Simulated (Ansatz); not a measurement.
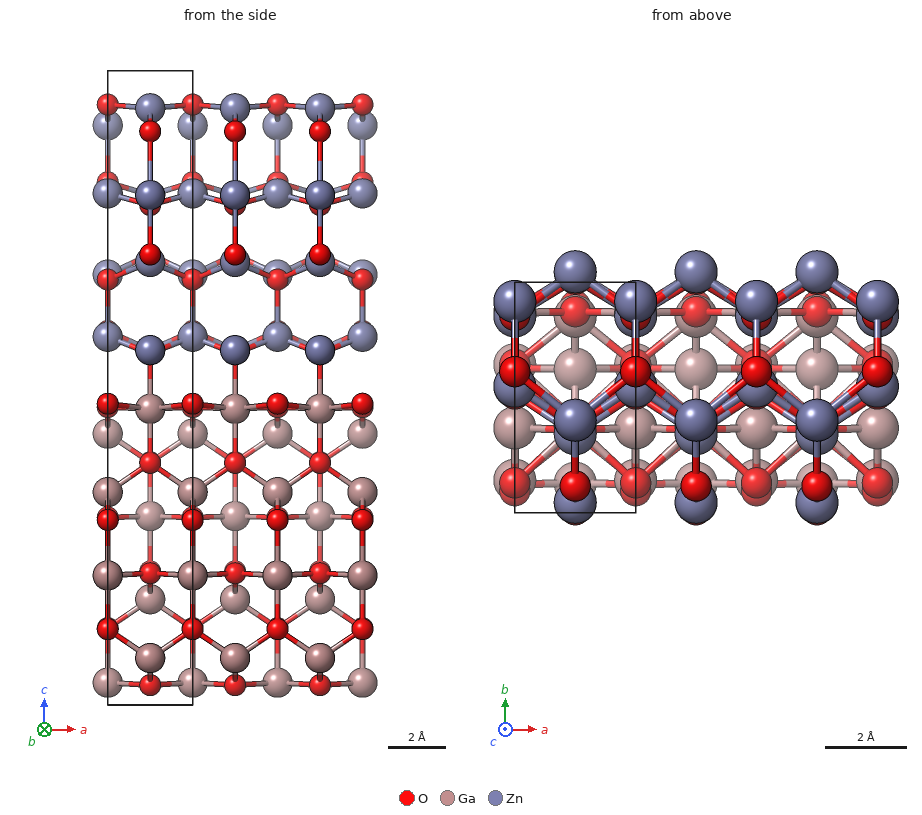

A ball-and-stick picture of a periodic stack of two materials, seen from the side and from above; the box is the simulation cell in a reduced setting, and 3×1 cells are drawn in the plane (a layer on the cell's face shows at both ends).

Give the two components and their Miller indices.

Answer. Ga2O3 (1 0 0) (C2/m, 20 atoms) and ZnO (0 0 1) (P6_3mc, 16 atoms).

Give the in-plane cell and the period of the stack.

Answer. The in-plane vectors are 3.02 and 5.75 Å long, those of Ga2O3, to which ZnO is strained; the stack repeats after 22.5 Å.

The atoms and the stacking vector were relaxed with Ansatz, DFT LDA, scalar-relativistic, plane waves, PAW, the in-plane cell held. The two parents, named as they started, are listed structures, not always the stable forms, and thin layers can change their stacking on relaxation.
